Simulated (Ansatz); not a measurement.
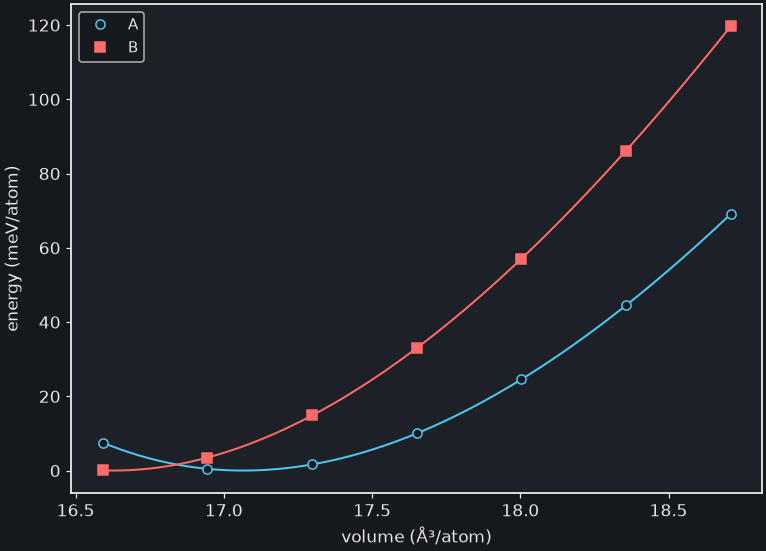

The figure compares two calculations of the energy against volume, each curve from its own zero. The first is for Au, space group Cmcm (No. 63).

The cell holds 2 atoms.

Calculation (Ansatz 0.2.0): all-electron LAPW DFT, no spin polarisation; energies at scaled volumes of the given cell, shape and fractions fixed, counted from the fit's minimum, third-order Birch-Murnaghan fit. Level: LDA.

- k mesh: 11×11×6
- occupations: Fermi–Dirac
- smearing width: 0.05 eV
- potentials: all electron LAPW, scalar relativistic
- program settings: basis error eV/atom 0.001

In the second, the level changes from LDA to PBEsol.

Q: Which of A and B is the second calculation, and what did the change do?

A: A. The equilibrium volume rises from 16.63 to 17.07 Å³/atom (+2.6 %) and the bulk modulus falls from 192 to 172 GPa (−10 %).

For LDA, limits of the calculation: the fit and the printed pressures don't fully agree, or the minimum lies near the end of the range; spin-orbit coupling left out, heavy elements; shape and atomic fractions are frozen while scaling, which makes layered, chain and framework solids too stiff.

For PBEsol, limits of the calculation: spin-orbit coupling left out, heavy elements; shape and atomic fractions are frozen while scaling, which makes layered, chain and framework solids too stiff.

V0 and the bulk modulus come from third-order Birch–Murnaghan fits.
